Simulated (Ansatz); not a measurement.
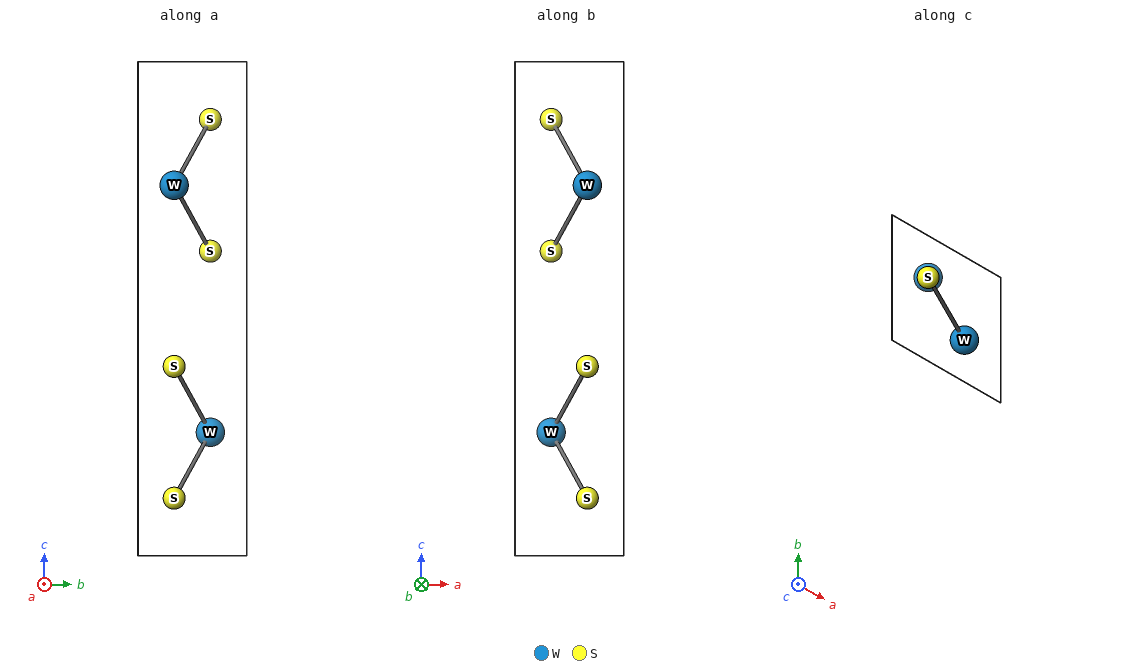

View along the a axis, along the b axis and along the c axis, drawn as a ball-and-stick model. The frame is the conventional unit cell; atoms at its boundary are shown with their periodic copies.

Lattice parameters: a = 3.043 Å, b = 3.043 Å, c = 11.991 Å, α = 90.00°, β = 90.00°, γ = 120.00°.

Question: Reconstruct the structure as a table of Wyckoff sites, with free fractional coordinates to two decimals.

Answer: Space group P6_3/mmc (No. 194).
```tsv
atom	site	x	y	z
W	2c	0.3333	0.6667	0.25
S	4f	0.6667	0.3333	0.38
```

Origin of the cell: a structure type filled with these elements by a generator (whether the compound takes this form wasn't checked). The cell was then strained or its atoms displaced on purpose. A calculation with Ansatz used it as input.

At this level of theory the run's own cell isn't at rest (compressed, at 11 GPa), so its distances can differ from those at equilibrium, the more so the softer the solid.
